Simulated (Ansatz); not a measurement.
Consider TiAl2.

The calculation's input:

```
crystal:
  lattice:
    - [-3.9006678793, 0.0, 0.0]
    - [0.0, 0.0, -3.9724249782]
    - [0.0, -11.9025533426, 0.0]
  atoms:
    - { symbol: Ti, position: [0.0, 0.0, 0.4113393036] }
    - { symbol: Ti, position: [0.5, 0.0, 0.9176404726] }
    - { symbol: Ti, position: [0.0, 0.0, 0.0949618654] }
    - { symbol: Ti, position: [0.5, 0.0, 0.6012630344] }
    - { symbol: Al, position: [1.0, 0.0, 0.7594517535] }
    - { symbol: Al, position: [0.5, 0.0, 0.2531505845] }
    - { symbol: Al, position: [0.0, 0.5, 0.584369] }
    - { symbol: Al, position: [0.5, 0.5, 0.0780678311] }
    - { symbol: Al, position: [0.0, 0.5, 0.9345345069] }
    - { symbol: Al, position: [0.5, 0.5, 0.4282333379] }
    - { symbol: Al, position: [0.0, 0.5, 0.2531505845] }
    - { symbol: Al, position: [0.5, 0.5, 0.7594517535] }
basis:
  ecutwfc: 420
kpoints:
  mp_grid: { grid: [12, 12, 4] }
hamiltonian:
  xc: pbesol
scf:
  occupations: { method: gaussian, width: 0.15 }
output:
  forces: true
  stress: true
  eigenvalues: true
  write_density: true
  write_potential: true
  elf: true
  volumetric_format: npy
```

Command:

```sh
ansatz run input.yaml --threads 2 --pin off --max-ram 5120MiB --backend cpu --events-out ev --progress --plain --runs-dir out
```

Below, planes, directions and counts refer to the conventional cell (a = 3.90 Å, b = 3.97 Å, c = 11.90 Å, α = 90.00°, β = 90.00°, γ = 90.00°).

Space group Pmma; not relaxed (largest force 0.7 eV/Å); computed without spin polarisation.

The calculation used DFT PBEsol, scalar-relativistic, plane waves, PAW in Ansatz 0.2.0.

**What will maps of the valence pseudo-density and electron localisation function show?**

Ti–Al (2.71 Å): ρ at the midpoint is about 0.24 e/Å³; the ELF is about 0.35 at the midpoint.
Ti–Ti (2.87 Å): the density is about 0.23 e/Å³ at the midpoint; the ELF is about 0.35 at the midpoint.

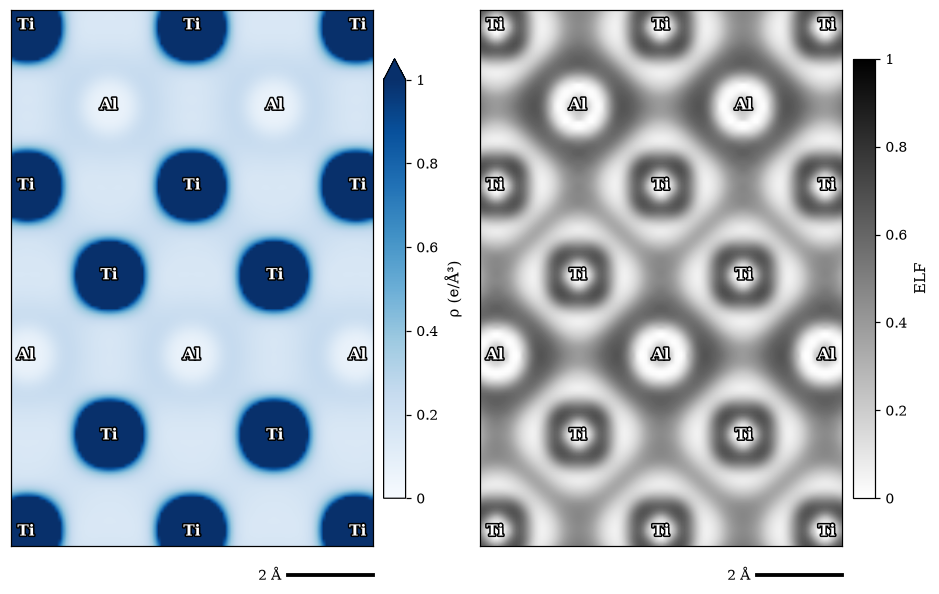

Computed valence pseudo-density and electron localisation function on the (010) plane of the conventional cell, in this order. 

In a PAW calculation such maps are meaningful between the atoms, not at the nuclei.
